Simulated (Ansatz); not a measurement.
Run report: NiGe, single-point calculation (part 2 of 2)

NiGe (2 atoms in the cell); DFT r2SCAN, scalar-relativistic, plane waves, PAW, spin-polarised (Ansatz 0.2.0); cutoff 500 eV, 14×14×14 k-mesh, Gaussian smearing of 0.1 eV, collinear spins. The structure was built on a prototype by a generator; it need not be a known phase. It belongs to a series of runs on one base structure; here: large parallel starting moments.

Log, continued
```
SCF iter   1: F=-10142.137780 eV  HF=-10147.110023 eV  |F-HF|=4.97e0  |Δ(HF+E_count)|=         —  Δρ=2.21e-1 (↑7.08e-2 ↓2.21e-1)  dr2=7.37e0  dr2_τ=7.65e-2  dr2_m=6.84e0  M=0.404 μB ∫|m|=0.584 μB  β_m=0.30  ethr=3.10e-3  ⟨swp⟩=5.6  Hψ=20025  notcnv=0
preconditioner: auto → Kerker (q_TF=auto, 2.675 Å⁻¹)  [metal: Δε(μ)=0.032 eV  Ē_g=19.978 eV  σ=0.100 eV  W_gap=0.18  n_scr=14 (ndim 8)  ℏωp=30.3 eV  f_vac=0.000  D(μ)=1.13/eV (n_scr^D=8)]
spin=Collinear: Kerker preconditioning applied to the charge; magnetization (m = ρ↑ − ρ↓) channel mixes plain (no charge-response kernel on spin).
SCF iter   2: F=-10147.095971 eV  HF=-10146.870464 eV  |F-HF|=2.26e-1  |Δ(HF+E_count)|=   2.40e-1  Δρ=9.69e-2 (↑9.69e-2 ↓7.37e-2)  dr2=2.99e-1  dr2_τ=1.17e-2  dr2_m=2.30e0  M=0.614 μB ∫|m|=0.818 μB  β_m=0.30  ethr=3.10e-3  ⟨swp⟩=3.0  Hψ=11890  notcnv=0  defer=306  κ⁻¹=1.0e0(r=1)
SCF iter   3: F=-10147.008356 eV  HF=-10147.130981 eV  |F-HF|=1.23e-1  |Δ(HF+E_count)|=   2.61e-1  Δρ=9.25e-2 (↑6.10e-2 ↓9.25e-2)  dr2=7.16e-1  dr2_τ=1.03e-2  dr2_m=1.90e0  M=0.397 μB ∫|m|=0.622 μB  β_m=0.30  ethr=9.36e-4  ⟨swp⟩=2.2  Hψ=9293  notcnv=0  defer=285  κ⁻¹=9.6e-4(r=2)
SCF iter   4: F=-10144.789714 eV  HF=-10147.445483 eV  |F-HF|=2.66e0  |Δ(HF+E_count)|=   3.15e-1  Δρ=9.35e-2 (↑9.35e-2 ↓2.56e-2)  dr2=3.65e0  dr2_τ=8.24e-3  dr2_m=4.27e-1  M=0.635 μB ∫|m|=0.840 μB  β_m=0.30  ethr=9.36e-4  ⟨swp⟩=3.1  Hψ=8540  notcnv=0  defer=285  κ⁻¹=4.7e-5(r=3)
SCF iter   5: F=-10147.385177 eV  HF=-10147.276885 eV  |F-HF|=1.08e-1  |Δ(HF+E_count)|=   1.69e-1  Δρ=5.22e-2 (↑5.22e-2 ↓3.99e-2)  dr2=5.22e-2  dr2_τ=6.26e-3  dr2_m=6.97e-1  M=0.356 μB ∫|m|=0.609 μB  β_m=0.30  ethr=9.36e-4  ⟨swp⟩=2.4  Hψ=9105  notcnv=0  defer=279  κ⁻¹=1.8e-5(r=4)
SCF iter   6: F=-10147.413565 eV  HF=-10147.332291 eV  |F-HF|=8.13e-2  |Δ(HF+E_count)|=   5.54e-2  Δρ=4.50e-2 (↑3.44e-2 ↓4.50e-2)  dr2=2.19e-2  dr2_τ=2.29e-3  dr2_m=5.19e-1  M=0.274 μB ∫|m|=0.522 μB  β_m=0.30  ethr=1.63e-4  ⟨swp⟩=2.1  Hψ=9708  notcnv=0  defer=279  κ⁻¹=2.2e-6(r=5)
SCF iter   7: F=-10147.443021 eV  HF=-10147.386897 eV  |F-HF|=5.61e-2  |Δ(HF+E_count)|=   5.46e-2  Δρ=3.58e-2 (↑3.05e-2 ↓3.58e-2)  dr2=9.31e-3  dr2_τ=1.50e-3  dr2_m=3.63e-1  M=0.224 μB ∫|m|=0.459 μB  β_m=0.46  ethr=6.83e-5  ⟨swp⟩=2.0  Hψ=8409  notcnv=0  defer=277
Mixer restart at iter 7: flushing history
spin-set hold released at iteration 7 (site moments contracting): the magnetisation degrees of freedom join the quasi-Newton model from the next iteration; the mixer history was flushed
SCF iter   8: F=-10147.453305 eV  HF=-10147.416939 eV  |F-HF|=3.64e-2  |Δ(HF+E_count)|=   3.00e-2  Δρ=2.56e-2 (↑1.96e-2 ↓2.56e-2)  dr2=1.19e-2  dr2_τ=7.30e-4  dr2_m=1.69e-1  M=0.179 μB ∫|m|=0.405 μB  β_m=0.38  ethr=2.91e-5  ⟨swp⟩=2.0  Hψ=8603  notcnv=0  defer=277  κ⁻¹=1.0e0(r=1)
SCF iter   9: F=-10147.477582 eV  HF=-10147.428868 eV  |F-HF|=4.87e-2  |Δ(HF+E_count)|=   1.19e-2  Δρ=3.88e-3 (↑3.88e-3 ↓1.55e-3)  dr2=1.06e-3  dr2_τ=1.27e-5  dr2_m=2.17e-3  M=0.081 μB ∫|m|=0.259 μB  β_m=0.30  ethr=2.91e-5  ⟨swp⟩=2.0  Hψ=9074  notcnv=0  defer=279  κ⁻¹=2.5e-2(r=2)
SCF iter  10: F=-10147.481857 eV  HF=-10147.448721 eV  |F-HF|=3.31e-2  |Δ(HF+E_count)|=   1.99e-2  Δρ=2.86e-3 (↑1.78e-3 ↓2.86e-3)  dr2=1.50e-3  dr2_τ=2.97e-6  dr2_m=1.65e-3  M=0.065 μB ∫|m|=0.221 μB  β_m=0.30  ethr=3.32e-6  ⟨swp⟩=2.0  Hψ=9476  notcnv=0  defer=279  κ⁻¹=2.1e-4(r=3)
SCF iter  11: F=-10147.489816 eV  HF=-10147.486119 eV  |F-HF|=3.70e-3  |Δ(HF+E_count)|=   3.74e-2  Δρ=2.42e-3 (↑2.42e-3 ↓8.58e-4)  dr2=1.05e-3  dr2_τ=5.02e-6  dr2_m=6.36e-4  M=0.017 μB ∫|m|=0.104 μB  β_m=0.33  ethr=3.32e-6  ⟨swp⟩=2.0  Hψ=9377  notcnv=0  defer=276  κ⁻¹=7.7e-5(r=4)
SCF iter  12: F=-10147.490648 eV  HF=-10147.490731 eV  |F-HF|=8.31e-5  |Δ(HF+E_count)|=   4.61e-3  Δρ=1.88e-3 (↑1.88e-3 ↓1.27e-3)  dr2=1.90e-3  dr2_τ=3.22e-6  dr2_m=2.10e-4  M=0.000 μB ∫|m|=0.053 μB  β_m=0.30  ethr=3.28e-6  ⟨swp⟩=2.0  Hψ=8734  notcnv=0  defer=271  κ⁻¹=5.8e-5(r=5)
SCF iter  13: F=-10147.491697 eV  HF=-10147.490993 eV  |F-HF|=7.04e-4  |Δ(HF+E_count)|=   2.62e-4  Δρ=6.98e-4 (↑6.74e-4 ↓6.98e-4)  dr2=3.36e-4  dr2_τ=1.51e-6  dr2_m=2.32e-5  M=0.011 μB ∫|m|=0.034 μB  β_m=0.36  ethr=3.28e-6  ⟨swp⟩=2.0  Hψ=8739  notcnv=0  defer=270  κ⁻¹=8.7e-6(r=6)
SCF iter  14: F=-10147.492083 eV  HF=-10147.492008 eV  |F-HF|=7.54e-5  |Δ(HF+E_count)|=   1.01e-3  Δρ=5.33e-4 (↑1.71e-4 ↓5.33e-4)  dr2=2.20e-5  dr2_τ=2.47e-7  dr2_m=3.79e-5  M=0.003 μB ∫|m|=0.009 μB  β_m=1.20  ethr=1.05e-6  ⟨swp⟩=2.0  Hψ=8492  notcnv=0  defer=270  κ⁻¹=5.2e-6(r=7)
SCF iter  15: F=-10147.492081 eV  HF=-10147.492097 eV  |F-HF|=1.67e-5  |Δ(HF+E_count)|=   8.96e-5  Δρ=2.80e-4 (↑1.59e-4 ↓2.80e-4)  dr2=4.53e-5  dr2_τ=4.93e-8  dr2_m=1.32e-6  M=0.000 μB ∫|m|=0.001 μB  β_m=0.43  ethr=6.87e-8  ⟨swp⟩=2.0  Hψ=7846  notcnv=0  defer=270  κ⁻¹=2.5e-6(r=8)
SCF iter  16: F=-10147.492083 eV  HF=-10147.492102 eV  |F-HF|=1.89e-5  |Δ(HF+E_count)|=   4.75e-6  Δρ=1.83e-4 (↑1.83e-4 ↓1.73e-4)  dr2=3.19e-5  dr2_τ=3.49e-8  dr2_m=5.47e-8  M=0.000 μB ∫|m|=0.001 μB  β_m=0.50  ethr=6.87e-8  ⟨swp⟩=1.0  Hψ=4288  notcnv=0  defer=270  κ⁻¹=2.0e-7(r=8)
SCF iter  17: F=-10147.492099 eV  HF=-10147.492099 eV  |F-HF|=6.53e-8  |Δ(HF+E_count)|=   3.17e-6  Δρ=2.55e-5 (↑2.55e-5 ↓1.91e-5)  dr2=4.23e-7  dr2_τ=8.36e-10  dr2_m=1.37e-8  M=0.000 μB ∫|m|=0.000 μB  β_m=1.20  ethr=6.87e-8  ⟨swp⟩=1.0  Hψ=4316  notcnv=0  defer=270  κ⁻¹=2.0e-7(r=8)
SCF iter  18: F=-10147.492099 eV  HF=-10147.492099 eV  |F-HF|=5.64e-7  |Δ(HF+E_count)|=   2.52e-7  Δρ=4.25e-5 (↑4.25e-5 ↓3.01e-5)  dr2=1.30e-6  dr2_τ=1.26e-9  dr2_m=1.51e-8  M=0.000 μB ∫|m|=0.000 μB  β_m=1.20  ethr=1.32e-9  ⟨swp⟩=2.0  Hψ=5715  notcnv=0  defer=270  κ⁻¹=1.9e-7(r=8)
SCF iter  19: F=-10147.492099 eV  HF=-10147.492099 eV  |F-HF|=1.68e-7  |Δ(HF+E_count)|=   2.94e-8  Δρ=2.65e-5 (↑2.65e-5 ↓1.18e-5)  dr2=3.70e-7  dr2_τ=4.66e-10  dr2_m=1.99e-8  M=0.000 μB ∫|m|=0.000 μB  β_m=1.20  ethr=1.32e-9  ⟨swp⟩=1.6  Hψ=4758  notcnv=0  defer=270  κ⁻¹=3.0e-7(r=8)
iter 20 did not close the SCF: its close was put off for a magnetic moment that had not settled (scf_convergence_deferred on its scf_iter line)
SCF iter  20: F=-10147.492099 eV  HF=-10147.492099 eV  |F-HF|=1.22e-7  |Δ(HF+E_count)|=   1.14e-7  Δρ=3.88e-6 (↑3.88e-6 ↓3.23e-6)  dr2=1.92e-9  dr2_τ=1.05e-11  dr2_m=3.67e-9  M=0.000 μB ∫|m|=0.000 μB  β_m=1.20  ethr=3.13e-10  ⟨swp⟩=11.2  Hψ=30632  notcnv=0  κ⁻¹=6.2e-8(r=8)
iter 21 did not close the SCF: its close was put off for a magnetic moment that had not settled (scf_convergence_deferred on its scf_iter line)
SCF iter  21: F=-10147.492099 eV  HF=-10147.492099 eV  |F-HF|=2.58e-8  |Δ(HF+E_count)|=   1.18e-7  Δρ=1.45e-6 (↑1.19e-6 ↓1.45e-6)  dr2=6.75e-10  dr2_τ=6.58e-12  dr2_m=3.96e-10  M=0.000 μB ∫|m|=0.000 μB  β_m=1.20  ethr=6.01e-12  ⟨swp⟩=5.0  Hψ=25665  notcnv=0  κ⁻¹=6.4e-7(r=8)
iter 22 did not close the SCF: its close was put off for a magnetic moment that had not settled (scf_convergence_deferred on its scf_iter line)
SCF iter  22: F=-10147.492099 eV  HF=-10147.492099 eV  |F-HF|=1.72e-9  |Δ(HF+E_count)|=   2.60e-8  Δρ=1.13e-6 (↑1.13e-6 ↓4.15e-7)  dr2=3.58e-10  dr2_τ=1.36e-12  dr2_m=1.57e-10  M=-0.000 μB ∫|m|=0.000 μB  β_m=1.20  ethr=2.11e-12  ⟨swp⟩=4.3  Hψ=25653  notcnv=0  κ⁻¹=1.1e-6(r=8)
iter 23 did not close the SCF: its close was put off for a magnetic moment that had not settled (scf_convergence_deferred on its scf_iter line)
SCF iter  23: F=-10147.492099 eV  HF=-10147.492099 eV  |F-HF|=5.98e-9  |Δ(HF+E_count)|=   4.76e-9  Δρ=1.24e-6 (↑1.24e-6 ↓7.21e-7)  dr2=1.17e-10  dr2_τ=8.37e-13  dr2_m=2.99e-10  M=-0.000 μB ∫|m|=0.000 μB  β_m=1.20  ethr=1.12e-12  ⟨swp⟩=4.0  Hψ=22661  notcnv=0  κ⁻¹=5.2e-7(r=8)
iter 24 did not close the SCF: its close was put off for a magnetic moment that had not settled (scf_convergence_deferred on its scf_iter line)
SCF iter  24: F=-10147.492099 eV  HF=-10147.492099 eV  |F-HF|=4.63e-9  |Δ(HF+E_count)|=   1.92e-9  Δρ=1.31e-6 (↑1.31e-6 ↓4.58e-7)  dr2=2.04e-10  dr2_τ=7.24e-13  dr2_m=2.30e-10  M=-0.000 μB ∫|m|=0.000 μB  β_m=0.39  ethr=1.00e-12  ⟨swp⟩=4.0  Hψ=21708  notcnv=0  κ⁻¹=1.6e-8(r=8)
iter 25 did not close the SCF: its close was put off for a magnetic moment that had not settled (scf_convergence_deferred on its scf_iter line)
SCF iter  25: F=-10147.492099 eV  HF=-10147.492099 eV  |F-HF|=1.52e-9  |Δ(HF+E_count)|=   4.22e-9  Δρ=7.44e-7 (↑7.44e-7 ↓3.43e-7)  dr2=5.56e-11  dr2_τ=6.09e-13  dr2_m=8.17e-11  M=-0.000 μB ∫|m|=0.000 μB  β_m=0.54  ethr=1.00e-12  ⟨swp⟩=4.0  Hψ=22765  notcnv=0  κ⁻¹=5.0e-7(r=8)
SCF iter  26: F=-10147.492099 eV  HF=-10147.492099 eV  |F-HF|=4.66e-10  |Δ(HF+E_count)|=   1.50e-9  Δρ=3.55e-7 (↑3.55e-7 ↓3.22e-7)  dr2=4.21e-11  dr2_τ=2.89e-13  dr2_m=1.03e-11  M=0.000 μB ∫|m|=0.000 μB  ethr=1.00e-12  ⟨swp⟩=4.0  Hψ=22895  notcnv=0
WARN: the starting moments were not kept: the SCF closed with an absolute magnetisation of 8.1e-6 μB, where they sum to 2.5 μB in size (1 site). That is at most 0.1 of that sum. Measured as dr2_m measures the in/out step, that magnetisation stands 1.0e-10 eV from none, at or under the dr2_threshold of 1.0e-7 eV: it is no larger than a step whose dr2_m would equal this threshold. The system may hold no moment; this SCF shows only that its start led to no more than that. To try another start: raise the starting moments (crystal.atoms[].spin, magnetization.per_species, magnetization.initial_magnetization, or on a non-collinear deck that types none of these the spinor_matrix: blocks that start its atoms; where the total moment is fixed, keep their sum and leave initial_magnetization as it is; typed ones take the place of any that the run laid by itself, positive ones on a crystal's lanthanoids without a Hubbard term where scf.initial_density.shell_occupations: [] is typed) or, if the notice of its spin-set hold's release reads "site moments contracting" or "site moments show no strong build", lengthen the hold (scf.mixing.spin_hold: { on: { confirm: 4 } }; for m-r²SCAN on two components see the key's manual first). Each may lead to a state that holds a moment. A second SCF, from the converged charge density, with the starting moments and any scf.initial_density.shell_occupations laid on it anew, would have followed, and was not run: the deck does not ask for one (magnetization.retry_lost_moments is false, the default). To let it run, set magnetization.retry_lost_moments: true and run the deck again, where that key's refused combinations let it; where memory then withholds it, that run's warning says so.
SCF 1 converged in 26 iterations: F = -10147.492099 eV  dr2 = 4.21e-11
  greatest PAW one-centre occupation: 1.001 electrons in one spin orbital (limit 2), on the Ni atom at site 0 (counted from 0), in its partial waves of l = 1
```

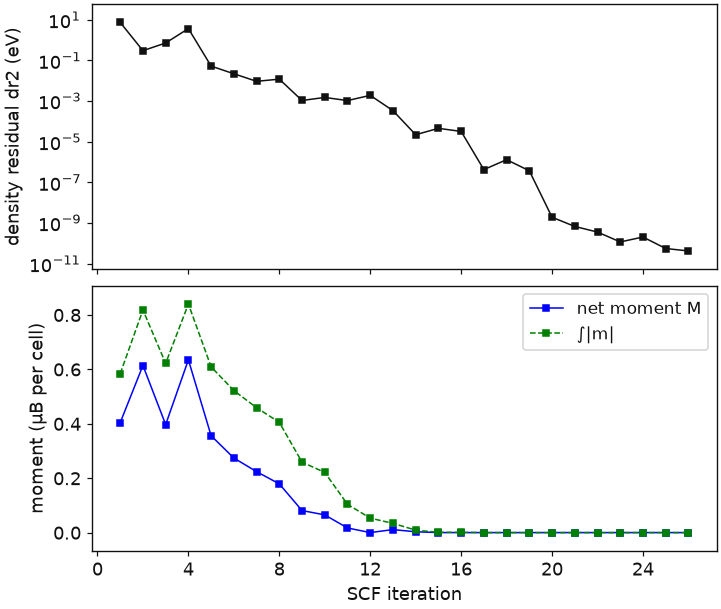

Figure 1. Convergence of the self-consistent field: density residual dr2 and magnetic moment against the SCF iteration. The residual falls unevenly and jumps up by a factor of two or more 4 times on the way down. The net moment goes from 0.4 to 0.0 μB per cell, and ∫|m| falls to zero.

```
this state was not tested for a lower state beside it, because the mixer in use, unlike msr1, does not test its closes by its own steps (another_mixer; see scf.mixing.algorithm and scf.lower_state_search)
SCF converged after 26 iterations
Magnetization: 0.0000 μB (16.0000 up, 16.0000 down)
Absolute magnetization: 0.0000 μB (∫|ρ↑−ρ↓|, with the PAW one-centre terms)
Spin contamination: 0.0000 ħ² per cell (⟨S²⟩ above its minimum at these occupations)
Per-site moments (μB) at R_I (Å): [(5.710675423832844e-6, 0.9363375537837001), (8.568175736269886e-7, 0.9363375537837001)]
Free energy (F): -10147.492099 eV
Harris-Foulkes:  -10147.492099 eV  (|F-HF|=4.66e-10)
Internal energy: -10147.487071 eV  (E = F + TS)
E sigma→0 (E₀):  -10147.489585 eV
Entropy (-TS):   -0.005028 eV (-2.514 meV/atom)
Fermi energy:    10.021312 eV
--- Per-component energies (eV) ---
  E_band       = -582.555063
  E_kinetic    = 395.519248
  E_local      = -6915.538464  (includes V_loc(G=0)·N_el)
  E_nonlocal   = 1063.032903
  E_hartree    = 2968.512811
  E_xc         = -147.053110
  E_vxc        = -184.041320  (∫ρ·V_xc dr)
  E_paw        = -3680.969062  (= ΣΔE_a)
  E_vpaw       = -891.293875  (= ΣTr[D̂ρ^β])
  E_aug_tail   = 0.000253  (compensation charges beyond the density's cutoff)
  E_vtau       = 12.740930  (kinetic-family band-sum trace: ∫τ·v_τ [+ j·A + Jᵃ·Aᵃ] dr)
  E_ewald      = -3829.605816
  E_core_change = -1.385834  (= ΣΔE_core)
  E_smearing   = -0.005028  (= −TS)
  E_closure    = -0.000000  (closes the sum)
  Σ components = -10147.492099   (vs F -10147.492099, Δ=0.00e0)
--- Forces (eV/Å), atoms counted from 1 ---
  atom   1  Ni    -0.00000000     0.00000000    -0.00000000
  atom   2  Ge    -0.00000000     0.00000000    -0.00000000
  max |Σ_I F_I| component: 1.69e-16 eV/Å
--- Stress (GPa, compression-positive) ---
        1.212875      -0.000000       0.000000
        0.000000       1.212875      -0.000000
        0.000000      -0.000000       1.212875
  P = ⅓ Tr σ = 1.2129 GPa (12.129 kbar)
--- Band table (eV; the first three rows and the last of 208) ---
  k-point 0 ↑: bands = ["-96.8525", "-55.7931", "-55.7931", "-55.7931", "-14.8224", "-14.8224", "-14.8224", "-14.7908", "-14.7908", "-1.1965", "7.0328", "7.0328", "7.0328", "8.0955", "8.0955", "15.4796", "15.4796", "15.4796", "17.9384", "18.3622", "18.3622", "18.3622"]
  k-point 1 ↑: bands = ["-96.8525", "-55.7931", "-55.7931", "-55.7931", "-14.8224", "-14.8220", "-14.8220", "-14.7907", "-14.7907", "-1.1224", "6.9923", "7.0476", "7.0476", "8.0907", "8.0907", "14.5995", "15.2892", "15.2892", "18.0376", "18.5952", "18.5952", "18.9589"]
  k-point 2 ↑: bands = ["-96.8524", "-55.7934", "-55.7931", "-55.7931", "-14.8224", "-14.8211", "-14.8211", "-14.7904", "-14.7904", "-0.9036", "6.8719", "7.0868", "7.0868", "8.0812", "8.0812", "13.0677", "14.8621", "14.8621", "17.9085", "19.0858", "19.0858", "20.1306"]
  k-point 103 ↓: bands = ["-96.8523", "-55.7943", "-55.7939", "-55.7936", "-14.8232", "-14.8179", "-14.8088", "-14.7930", "-14.7843", "1.9059", "6.1916", "6.8588", "7.7436", "8.1441", "8.4648", "8.6255", "9.1673", "10.2013", "18.5510", "19.6232", "21.3454", "21.8937"]
--- Löwdin populations: 2 sites ---
  site symbol       q [e]    m [muB]
     0     Ni     17.5776     0.0000
     1     Ge     14.2741     0.0000
  spilling = 0.004634 (of n_electrons = 32.000000)
```

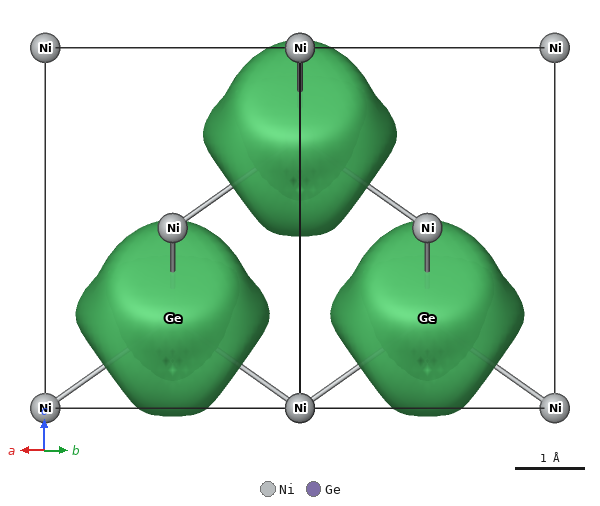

Figure 2. Isosurface of the ELF at 0.4 (green), seen along [110]. Core shells and regions of very low density are left out. Sticks mark near contacts. The outline is the cell set on symmetry axes. Values along the shortest contacts: Ni–Ge (2.27 Å): the ELF is about 0.45 at the midpoint (metallic bonding. Core electrons are frozen (PAW), so the fields are smoothed inside the atomic spheres.

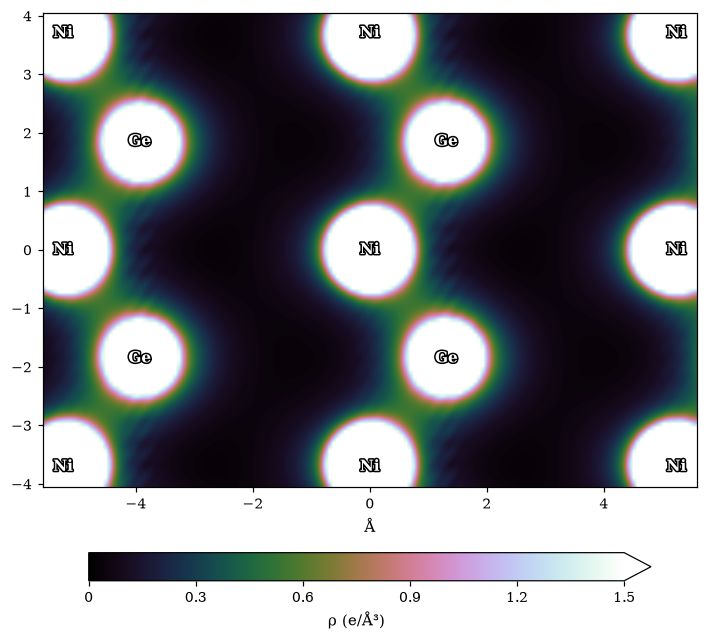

Figure 3. Valence electron density on the (110) plane of the conventional cell. The section cuts through Ni and Ge sites. Ni–Ge (2.27 Å): ρ is about 0.55 e/Å³ halfway. Away from the nuclei the density in this plane falls to 0.03 e/Å³ at its lowest.

The run was set up as follows.

The input
```yaml
crystal:
  lattice:
    - [0.0, 2.6210653999, 2.6210653999]
    - [2.6210653999, 0.0, 2.6210653999]
    - [2.6210653999, 2.6210653999, 0.0]
  atoms:
    - { symbol: Ni, position: [0.0, 0.0, 0.0], spin: 2.5 }
    - { symbol: Ge, position: [0.25, 0.25, 0.25] }
basis:
  ecutwfc: 500
kpoints:
  mp_grid: { grid: [14, 14, 14] }
hamiltonian:
  xc: r2scan
scf:
  occupations: { method: gaussian, width: 0.1 }
  lower_state_search: "off"
output:
  forces: true
  stress: true
  eigenvalues: true
  populations: true
  write_density: true
  write_potential: true
  elf: true
  volumetric_format: npy
magnetization:
  spin_polarized: true
```

Command:
```bash
ansatz run input.yaml --threads 1 --pin off --max-ram 2560MiB --backend cpu --events-out ev --progress --plain --runs-dir out
```

Results in brief

```tsv
quantity	value
outcome	converged
space group (tolerance 0.01 Å)	F-43m (216)
electrons treated	32
free energy	−10147.4921 eV
Fermi energy	10.021 eV
gap on the k-point mesh	none (metallic)
net moment of the cell	0.00 μB
integrated absolute moment	0.00 μB
pressure	1.21 GPa
largest force (length of the vector)	under 0.001 eV/Å
hardware	1 thread of Intel Xeon (Granite Rapids), 16 GiB of memory available, shared host
wall time	58 s
peak memory	0.65 GiB
```

Remarks

The electronic state found may not be the lowest one. The program warns: some starting moments were not kept; the state was not tested for a lower one.
